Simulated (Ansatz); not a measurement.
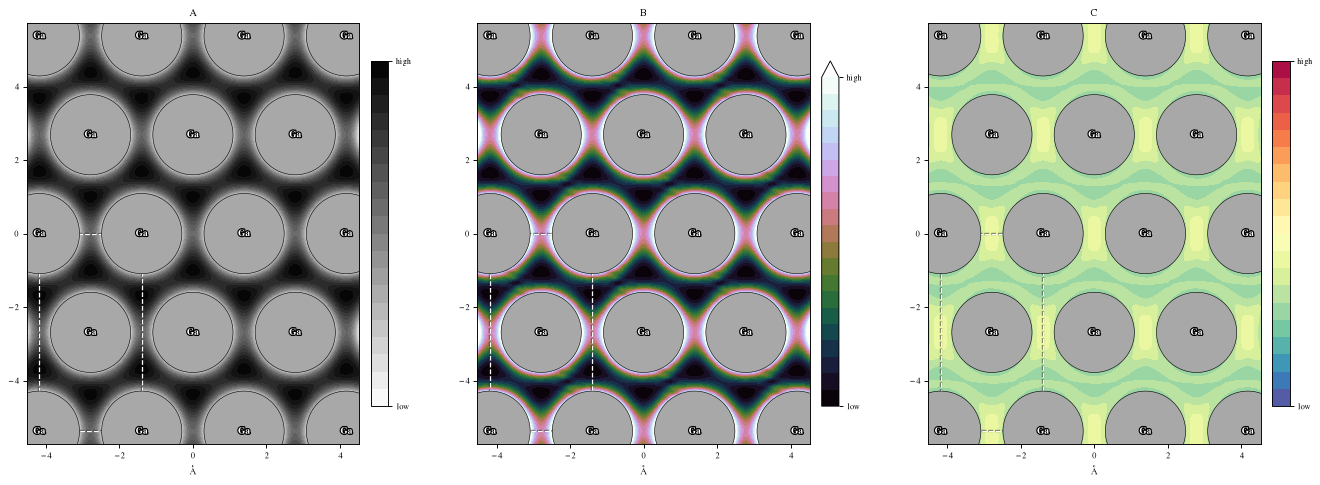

Ga: 3 fields on the (011̄) plane of the conventional cell, with unlabelled colour scales. Grey discs cover the atomic cores.

Space group I4/mmm; a structure from a database of computed crystals, not necessarily the ambient phase.

All numbers below come from Kohn-Sham DFT of a periodic cell, PBE with D3(BJ), Ansatz PAW (Ansatz 0.2.0).

```
Ga
1.0
     2.78462    0.00000    0.00000
     0.00000    2.78462    0.00000
     0.00000    0.00000    4.60054
Ga
2
Direct
  0.00000 0.00000 0.00000
  0.50000 0.50000 0.50000
```

Q: The panels show electron localisation function, electrostatic potential energy of an electron and valence pseudo-density in some order. Assign them.

A: Panel A: electrostatic potential energy of an electron (low next to the atoms, rising into the space between them). Panel B: valence pseudo-density. Panel C: electron localisation function. From the grid: Ga–Ga (2.78 Å): the density is about 0.23 e/Å³ at the midpoint; the ELF is about 0.45 at the midpoint.
